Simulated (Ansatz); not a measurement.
Field-gradient calculation, with input and output: WSe2 (part 1 of 2)

- system: WSe2 (6 atoms in the cell)
- method: DFT, PBEsol, PAW with Ansatz's default frozen-core files, scalar-relativistic, no spin polarisation (Ansatz 0.2.0)

The structure derives from an entry of the Crystallography Open Database. It belongs to a series of runs on one base structure; here: equal xy, yz and zx shear strains of -3 %, PAW files. Figures and captions count atoms from 1; the log counts them from 0 in places.

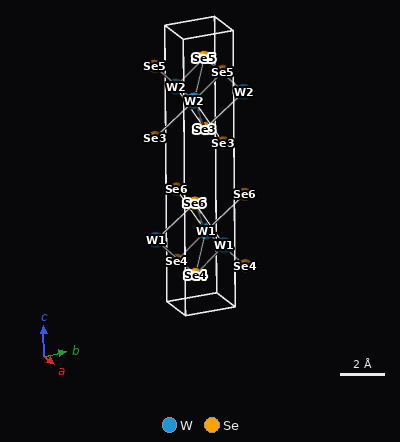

**Figure 1.** The input geometry (ball-and-stick view of the cell of the calculation, seen slightly off an axis; neighbours outside the cell are drawn fainter; atoms are numbered from 1 in the order of the input). An atom can appear more than once, as a periodic image. Near neighbours in the periodic cell (some may lie outside the picture): W has 6 Se at 2.46 to 2.57 Å; Se has 3 W at 2.46 to 2.57 Å.

**The input**
```yaml
crystal:
  lattice:
    - [3.2899984505, -0.0493499768, -0.0493499768]
    - [-1.6877375588, 2.8738972249, -0.0180633452]
    - [-0.19455, -0.19455, 12.97]
  atoms:
    - { symbol: W, position: [0.3333333333, 0.6666666667, 0.25] }
    - { symbol: W, position: [0.6666666667, 0.3333333333, 0.75] }
    - { symbol: Se, position: [0.3333333333, 0.6666666667, 0.621] }
    - { symbol: Se, position: [0.6666666667, 0.3333333333, 0.121] }
    - { symbol: Se, position: [0.3333333333, 0.6666666667, 0.879] }
    - { symbol: Se, position: [0.6666666667, 0.3333333333, 0.379] }
kpoints:
  mp_grid: { grid: [11, 11, 3] }
scf:
  occupations: { method: fermi_dirac, width: 0.08 }
hamiltonian:
  xc: pbesol
  pseudopotentials: { kind: paw }
output:
  forces: true
  stress: true
  eigenvalues: true
  efg: { contact_densities: true }
  write_density: true
  write_potential: true
  elf: true
  volumetric_format: npy
```

Machine: 2 threads of Arm Neoverse V2, 24 GiB of memory available, shared host.

Command:
```bash
ansatz run input.yaml --threads 2 --pin off --max-ram 8192MiB --backend cpu --events-out ev --progress --plain --runs-dir out
```

**Output**
```
W: output.efg is read without spin–orbit coupling, which moves field gradients at and beside such atoms by some per cent and up to a factor of two; PAW files take it under magnetization.noncollinear and magnetization.spin_orbit
Engine: ansatz 0.2.0, aarch64-unknown-linux-gnu
Pseudopotentials: kind: paw
Pseudopotential: W, paw, valence charge 14, recommended cutoff 420 eV (normal), W.paw.azcp
Pseudopotential: Se, paw, valence charge 16, recommended cutoff 420 eV (normal), Se.paw.azcp
Functional definition: PBEsol
  exchange = pbesol_x
  correlation = pbesol_c
Crystal: 6 atoms, lattice volume = 121.497 Å³
Basis set: ecut = 420 eV, 2415 PW (Γ), exchange–correlation on 48×48×180 points (8 copies of the dense FFT grid, shifted against one another)
Bands: 56, of which v1, the nominal top of the filled ones, is band 46 counted from 1 (45 counted from 0)
Symmetry: 2 space group operations
Space group: P-1 (ITA 2), of the structure as read, at distance tolerance 5.0e-5 Å
k-points: 182 of 363
Non-local potential: W, projectors of the file, l = 0: 3, l = 1: 2, l = 2: 2, l = 3: 1
Non-local potential: Se, projectors of the file, l = 0: 2, l = 1: 2, l = 2: 3, l = 3: 1
PAW form: soft (Blöchl's): semilocal exchange-correlation on the pseudo side does not see the compensation charge
PAW frozen core: W, regenerated for the run's functional, and the local potential with it (the file was generated under x = pbe(κ = 0.804, μ = 0.2195149727645171), c = pbe(β = 0.06672455060314922))
PAW frozen core: Se, regenerated for the run's functional, and the local potential with it (the file was generated under x = pbe(κ = 0.804, μ = 0.2195149727645171), c = pbe(β = 0.06672455060314922))
PAW one-centre angular grid: W, 590 points (default); XC on 64 Gauss nodes
PAW one-centre angular grid: Se, 590 points (default); XC on 64 Gauss nodes
Initial density: superposition of atomic densities (neutral atoms: chi_scale 0, normalization atom), corrected by the library's trained network
Initial wavefunctions: pseudopotential atomic-orbital guess
Functional: x = pbesol(κ = 0.804, μ = 0.12345679012345678), c = pbesol(β = 0.046)
SCF iter   1: F=—  HF=-42213.394673 eV  |F-HF|=—  |Δ(HF+E_count)|=         —  Δρ=4.86e-3  dr2=1.57e-2  ethr=1.77e-3  ⟨swp⟩=6.0  Hψ=36219  notcnv=0
preconditioner: auto → Resta (q_TF=auto, 2.605 Å⁻¹)  ε∞=6.1  [insulator: Δε(μ)=0.893 eV  Ē_g=8.963 eV  σ=0.080 eV  W_gap=0.99  n_scr=42 (ndim 8)  ℏωp=20.2 eV  f_vac=0.045  D(μ)=0.00/eV (n_scr^D=0)  ε∞_Penn≈6.1]
SCF iter   2: F=—  HF=-42213.397883 eV  |F-HF|=—  |Δ(HF+E_count)|=   3.21e-3  Δρ=2.69e-3  dr2=3.18e-3  ethr=1.70e-5  ⟨swp⟩=3.0  Hψ=20985  notcnv=0
SCF iter   3: F=—  HF=-42213.399658 eV  |F-HF|=—  |Δ(HF+E_count)|=   1.78e-3  Δρ=1.32e-3  dr2=8.50e-4  ethr=3.46e-6  ⟨swp⟩=1.7  Hψ=10173  notcnv=0
SCF iter   4: F=—  HF=-42213.400309 eV  |F-HF|=—  |Δ(HF+E_count)|=   6.50e-4  Δρ=1.17e-4  dr2=4.24e-5  ethr=9.24e-7  ⟨swp⟩=2.0  Hψ=13218  notcnv=0
SCF iter   5: F=—  HF=-42213.400320 eV  |F-HF|=—  |Δ(HF+E_count)|=   1.14e-5  Δρ=5.96e-5  dr2=7.72e-6  ethr=4.60e-8  ⟨swp⟩=2.0  Hψ=17197  notcnv=0
SCF iter   6: F=—  HF=-42213.400325 eV  |F-HF|=—  |Δ(HF+E_count)|=   4.81e-6  Δρ=1.62e-5  dr2=4.50e-7  ethr=8.39e-9  ⟨swp⟩=3.0  Hψ=18041  notcnv=0
SCF iter   7: F=—  HF=-42213.400325 eV  |F-HF|=—  |Δ(HF+E_count)|=   2.88e-7  Δρ=6.45e-6  dr2=2.74e-7  ethr=1.09e-10  ⟨swp⟩=13.1  Hψ=79883  notcnv=0
SCF iter   8: F=-42213.400325 eV  HF=-42213.400325 eV  |F-HF|=5.29e-8  |Δ(HF+E_count)|=   1.57e-8  Δρ=3.03e-6  dr2=6.12e-8  ethr=1.09e-10  ⟨swp⟩=7.0  Hψ=66192  notcnv=0
SCF 1 converged in 8 iterations: F = -42213.400325 eV  dr2 = 6.12e-8
  greatest PAW one-centre occupation: 1.000 electrons in one spin orbital (limit 2), on the Se atom at site 4 (counted from 0), in its partial waves of l = 2
SCF converged after 8 iterations
Free energy (F): -42213.400325 eV
Harris-Foulkes:  -42213.400325 eV  (|F-HF|=5.29e-8)
Internal energy: -42213.400200 eV  (E = F + TS)
E sigma→0 (E₀):  -42213.400263 eV
Entropy (-TS):   -0.000125 eV (-0.021 meV/atom)
Fermi energy:    13.247941 eV
--- Per-component energies (eV) ---
  E_band       = -1695.824393
  E_kinetic    = 1378.990847
  E_local      = -11442.267504  (includes V_loc(G=0)·N_el)
  E_nonlocal   = -2361.844874
  E_hartree    = 5493.531267
  E_xc         = -945.808229
  E_vxc        = -872.380844  (∫ρ·V_xc dr)
  E_paw        = -24344.734094  (= ΣΔE_a)
  E_vpaw       = 614.619203  (= ΣTr[D̂ρ^β])
  E_aug_tail   = -0.002514  (compensation charges beyond the density's cutoff)
  E_ewald      = -9995.742486
  E_core_change = 4.477386  (= ΣΔE_core)
  E_smearing   = -0.000125  (= −TS)
  E_closure    = -0.000000  (closes the sum)
  Σ components = -42213.400325   (vs F -42213.400325, Δ=0.00e0)
--- Forces (eV/Å), atoms counted from 1 ---
  atom   1  W      0.28248841     0.01332074     0.07016693
  atom   2  W     -0.28248841    -0.01332074    -0.07016693
  atom   3  Se    -0.28113843    -0.42075703     0.10700566
  atom   4  Se    -0.57495328    -0.43411826     0.03407150
  atom   5  Se     0.57495328     0.43411826    -0.03407150
  atom   6  Se     0.28113843     0.42075703    -0.10700566
  max |Σ_I F_I| component: 0.00e0 eV/Å
--- Stress (GPa, compression-positive) ---
       -1.186009       2.666915       4.098214
        2.666915      -1.115455       4.091297
        4.098214       4.091297      -0.027295
  P = ⅓ Tr σ = -0.7763 GPa (-7.763 kbar)
--- PAW observables at the nuclei: V_zz in 10²¹ V/m², potentials from the cell's mean, atoms counted from 1 ---
  atom   1  W  V_zz =   -19.453078   η = 0.2729   by run symmetry: allowed
            electrostatic potential = -14807.113555 V   contact ρ = 8810843.082546 e/Å³
  atom   2  W  V_zz =   -19.453078   η = 0.2729   by run symmetry: allowed
            electrostatic potential = -14807.113555 V   contact ρ = 8810843.082546 e/Å³
  atom   3  Se V_zz =    -8.011274   η = 0.2282   by run symmetry: allowed
            electrostatic potential = -4715.500877 V   contact ρ = 262402.721308 e/Å³
  atom   4  Se V_zz =    -8.546416   η = 0.2719   by run symmetry: allowed
            electrostatic potential = -4715.498717 V   contact ρ = 262402.699849 e/Å³
  atom   5  Se V_zz =    -8.546416   η = 0.2719   by run symmetry: allowed
            electrostatic potential = -4715.498717 V   contact ρ = 262402.699849 e/Å³
  atom   6  Se V_zz =    -8.011274   η = 0.2282   by run symmetry: allowed
            electrostatic potential = -4715.500877 V   contact ρ = 262402.721308 e/Å³
--- Band table (eV; the first three rows and the last of 182) ---
  k-point 0: bands = ["-61.3910", "-61.3910", "-35.0489", "-35.0488", "-35.0467", "-35.0466", "-35.0460", "-35.0460", "-35.0447", "-35.0447", "-35.0187", "-35.0185", "-35.0177", "-35.0174", "-35.0166", "-35.0163", "-35.0160", "-35.0157", "-35.0059", "-35.0056", "-35.0034", "-35.0031", "-25.6800", "-25.6799", "-25.5639", "-25.5639", "-25.5190", "-25.5190", "-2.4721", "-2.2179", "-1.2885", "-0.8617", "5.6648", "6.7870", "9.1463", "9.9666", "9.9830", "10.3225", "10.3514", "11.2020", "11.2538", "11.2670", "11.3736", "11.7659", "11.8076", "12.8347", "15.2479", "15.3404", "15.4091", "15.5627", "15.6100", "15.7283", "15.7578", "15.9299", "17.2707", "17.9592"]
  k-point 1: bands = ["-61.3910", "-61.3910", "-35.0489", "-35.0488", "-35.0466", "-35.0466", "-35.0460", "-35.0460", "-35.0447", "-35.0447", "-35.0187", "-35.0185", "-35.0177", "-35.0174", "-35.0166", "-35.0163", "-35.0160", "-35.0158", "-35.0059", "-35.0057", "-35.0034", "-35.0031", "-25.6800", "-25.6799", "-25.5639", "-25.5639", "-25.5190", "-25.5190", "-2.4210", "-2.2976", "-1.1677", "-0.9580", "5.8846", "6.4195", "9.6670", "9.9703", "9.9792", "10.2875", "10.3699", "10.7759", "11.2160", "11.2445", "11.3464", "11.3761", "12.4290", "12.7474", "15.2411", "15.3322", "15.4445", "15.5430", "15.6329", "15.6991", "15.8029", "15.8900", "17.4641", "17.8088"]
  k-point 2: bands = ["-61.3902", "-61.3902", "-35.0488", "-35.0487", "-35.0464", "-35.0464", "-35.0457", "-35.0457", "-35.0447", "-35.0446", "-35.0188", "-35.0186", "-35.0177", "-35.0174", "-35.0167", "-35.0165", "-35.0161", "-35.0158", "-35.0058", "-35.0055", "-35.0033", "-35.0029", "-25.6760", "-25.6760", "-25.5749", "-25.5749", "-25.5316", "-25.5316", "-2.3463", "-2.0934", "-1.2186", "-0.8050", "5.8266", "6.9462", "9.0304", "9.7262", "9.7544", "10.2911", "10.3274", "10.7247", "11.0340", "11.1010", "11.2535", "11.7091", "12.0316", "12.6275", "15.0738", "15.1175", "15.2448", "15.4114", "15.4363", "15.5936", "15.7224", "15.8228", "17.9829", "18.5551"]
  k-point 181: bands = ["-61.3804", "-61.3804", "-35.0469", "-35.0469", "-35.0457", "-35.0457", "-35.0446", "-35.0446", "-35.0404", "-35.0403", "-35.0203", "-35.0200", "-35.0184", "-35.0183", "-35.0177", "-35.0176", "-35.0166", "-35.0165", "-35.0039", "-35.0036", "-35.0012", "-35.0010", "-25.7469", "-25.7469", "-25.6309", "-25.6309", "-25.6251", "-25.6251", "-0.5018", "-0.3926", "-0.1726", "-0.0527", "6.4621", "6.5824", "7.4113", "7.5237", "8.1413", "8.5252", "9.2220", "9.3352", "10.3099", "10.3677", "10.5643", "10.7001", "11.7923", "11.9010", "14.5841", "14.8384", "15.0939", "15.1832", "15.8801", "16.3378", "16.4579", "16.8315", "17.7993", "18.1743"]
```

**File rho_z.tsv**
```
# z_ang	rho[e/angstrom^3]
# format = ansatz-planar-average/11
# lattice	3.289998451	-0.049349977	-0.049349977
# lattice	-1.687737559	2.873897225	-0.018063345
# lattice	-0.194550000	-0.194550000	12.970000000
# sites	6
# site	74	-0.077129723	1.850843991	3.214007778
# site	74	1.484840614	0.779153257	9.688578900
# site	34	-0.149307773	1.778665941	8.025877778
# site	34	1.607212564	0.901525207	1.530448900
# site	34	-0.199501673	1.728472041	11.372137778
# site	34	1.557018664	0.851331307	4.876708900
0.000000	5.152217e-2
0.144144	5.593800e-2
0.288287	7.057686e-2
0.432431	9.650354e-2
0.576574	1.372140e-1
0.720718	1.937497e-1
0.864861	2.783306e-1
1.009005	4.337206e-1
1.153148	7.405973e-1
1.297292	1.264161e0
1.441435	1.855902e0
1.585579	2.098202e0
1.729722	1.777511e0
1.873866	1.202217e0
2.018009	7.586120e-1
2.162153	5.359800e-1
2.306297	4.637471e-1
2.450440	4.913158e-1
2.594584	6.019041e-1
2.738727	7.761227e-1
2.882871	9.581413e-1
3.027014	1.084056e0
3.171158	1.137132e0
3.315301	1.137134e0
3.459445	1.084096e0
3.603588	9.582487e-1
3.747732	7.762488e-1
3.891875	6.019613e-1
4.036019	4.912654e-1
4.180162	4.636214e-1
4.324306	5.358425e-1
4.468450	7.585147e-1
4.612593	1.202184e0
4.756737	1.777541e0
4.900880	2.098279e0
5.045024	1.855998e0
5.189167	1.264246e0
5.333311	7.406520e-1
5.477454	4.337426e-1
5.621598	2.783269e-1
5.765741	1.937309e-1
5.909885	1.371883e-1
6.054028	9.647482e-2
```
